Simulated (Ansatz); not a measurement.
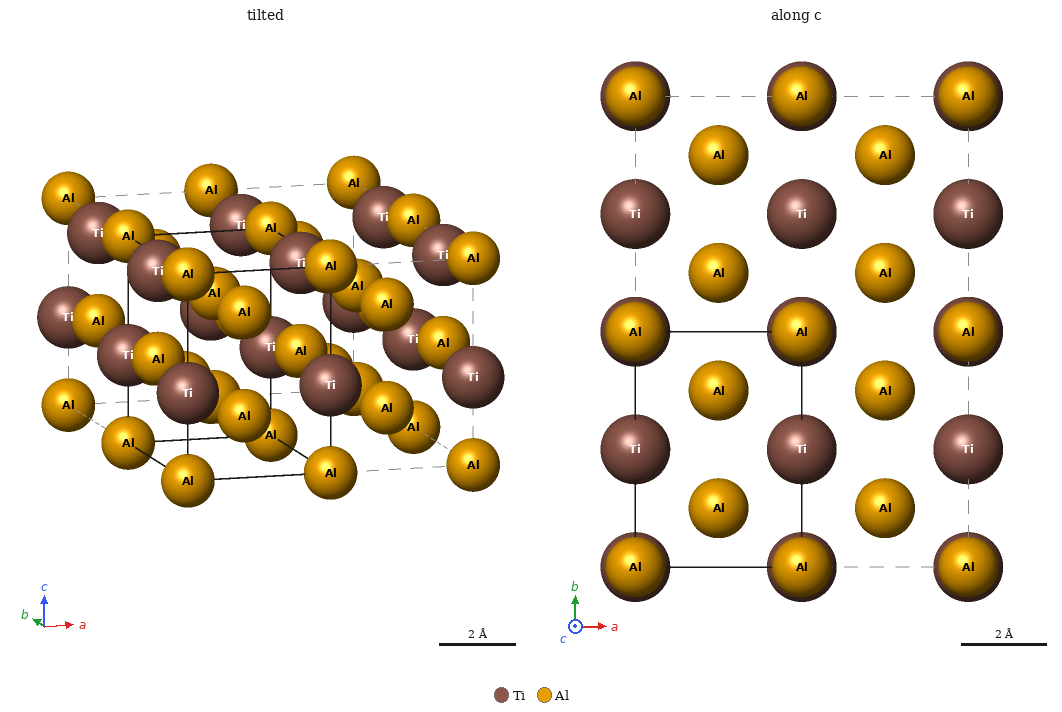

Spheres-only model, viewed slightly off an axis and along the c axis. One conventional unit cell is drawn solid; the view covers 2×2×1 cells.

TiAl3, space group Amm2 (No. 38), a = 3.96 Å, b = 5.59 Å, c = 5.59 Å, α = 90.00°, β = 90.00°, γ = 90.00°.

Results below were computed with DFT r2SCAN, scalar-relativistic, plane waves, PAW in Ansatz 0.2.0; the settings were plane-wave cutoff 500 eV, k-points about 0.13 Å⁻¹ apart, Gaussian smearing of 0.15 eV, no spin polarisation.

What is the band gap, if any?

A metal: bands cross the Fermi level.

Would the cell expand or shrink if it could?

The computed pressure is 6.2 GPa (compressed: it would expand). The stress isn't hydrostatic: its largest component is 6.7 GPa.

Origin of the cell: a structure listed in the Materials Project. The cell was then strained or its atoms displaced on purpose. Ansatz was used for an electronic-structure calculation on it.

At this level of theory the run's own cell isn't at rest (compressed, at 6 GPa and forces up to 4.8 eV/Å), so its distances can differ from those at equilibrium, the more so the softer the solid.
